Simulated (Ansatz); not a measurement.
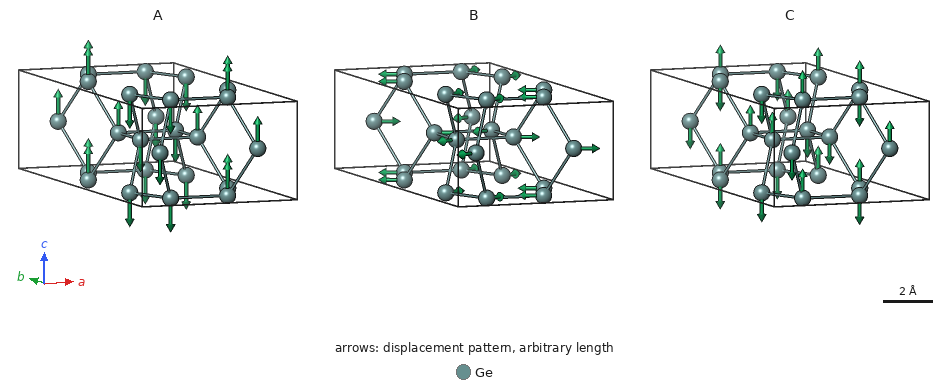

Modes of crystalline Ge (a generated structure), space group Cmmm (No. 65), at the zone centre. The green arrows are the displacements of the atoms (eigenvector over the root of the mass), of arbitrary overall length and sign. A ball-and-stick model of the conventional cell (2 times the calculation's cell), seen slightly off an axis. Lengths and directions refer to the drawn axes.

These are results of Ansatz 0.2.0, DFT PBE, scalar-relativistic, plane waves, PAW, not measurements.

Frequencies are those without the non-analytic (LO–TO) term.

> Give the symmetry species and the selection rules of each.

A is A_u, silent by symmetry (neither infrared- nor Raman-active) (70 cm⁻¹). B is B₂u, infrared-active by symmetry (268 cm⁻¹). C is B₂g, Raman-active by symmetry (265 cm⁻¹). The crystal has a centre of inversion, so no mode is both.
